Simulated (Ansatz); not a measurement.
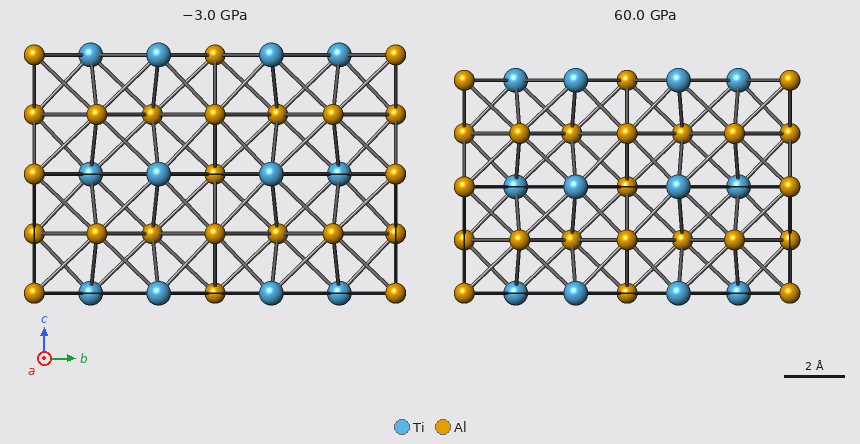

Crystalline TiAl$_{2}$ (set up in Cmmm), relaxed (cell and atoms) at several target pressures. The picture shows the first and the last member. Style: ball-and-stick. Shown: the conventional cell (2 times the calculation's cell), repeated 1 × 1 × 2 with one cell outlined, along the a axis. Lengths and directions refer to the drawn axes.

Computed with Ansatz 0.2.0: DFT PBEsol, scalar-relativistic, plane waves, PAW. Set-up: plane-wave cutoff 420 eV; k-point mesh 10 × 10 × 10; occupations gaussian; smearing width 0.1 eV; no spin polarisation; cell and atoms relaxed; force threshold 0.008 eV/Å.

```tsv
pressure (GPa)	volume (Å³/atom)	a (Å)	b (Å)	c (Å)
−3.0	15.997	3.936	12.162	4.010
0.0	15.563	3.901	12.053	3.972
3.0	?	?	?	?
8.0	14.637	3.823	11.815	3.889
15.0	13.997	3.767	11.643	3.829
30.0	12.965	3.674	11.358	3.728
60.0	11.591	3.542	10.958	3.583
```

Q: Estimate the missing row from the others, and compare with the calculation.

A: Murnaghan's form V = V₀(1 + B′P/B₀)^(−1/B′), with V₀ = 15.563 Å³ from the row at zero pressure, fits the other rows with B₀ = 117 GPa and B′ = 3.48 (largest miss 0.010 Å³). At 3.0 GPa it gives 15.563 × (1 + 3.48 × 3.0/117)^(−1/3.48) = 15.185 Å³ per atom. The calculation gives 15.180 Å³/atom (a = 3.869 Å, b = 11.954 Å, c = 3.938 Å). The estimate is 0.005 Å³/atom too high. From the first member to the last: Ti–Ti 3.016 → 2.688 Å, Al–Al 2.909 → 2.586 Å, Al–Al 2.883 → 2.572 Å.

The whole series:

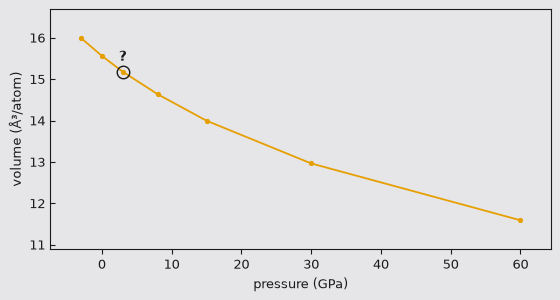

Each member starts from this one structure; whether another phase lies lower wasn't checked.
